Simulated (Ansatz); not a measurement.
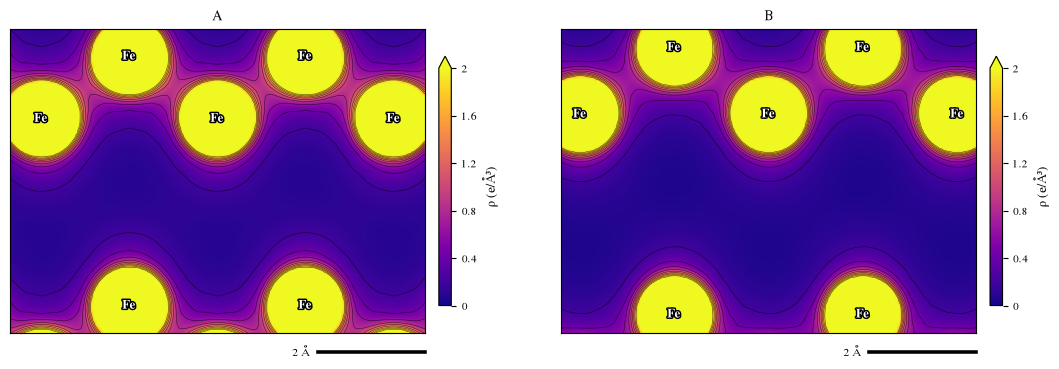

Fe. The valence pseudo-density of two cells that differ in size, on the (101̄) plane of each (indices in the axes of the calculation cell), at one length scale and on one colour scale; one has 12.7 and the other 15.6 Å³ an atom.

Theory: DFT, PBE, plane waves (420 eV) with PAW, scalar-relativistic in Ansatz 0.2.0.

Core electrons are frozen (PAW), and the valence fields are smoothed inside the atomic spheres.

The larger cell:

```xyz
2
Lattice="0.0000 2.5000 2.5000 2.5000 0.0000 2.5000 2.5000 2.5000 0.0000" Properties=species:S:1:pos:R:3 pbc="T T T"
Fe    0.6250    0.6250    0.6250
Fe    4.3750    4.3750    4.3750
```

The smaller cell: a = 3.302 Å, b = 3.302 Å, c = 3.302 Å, α = 60.00°, β = 60.00°, γ = 60.00°.

Question: Which panel shows the smaller cell, and what does the compression change?

Answer: Panel A is the smaller cell, by 19 % in volume. From the larger cell to the smaller, Fe–Fe goes from 2.17 to 2.02 Å, and the density at its midpoint from 0.67 to 0.87 e/Å³; the pressure goes from −10 to 26 GPa.
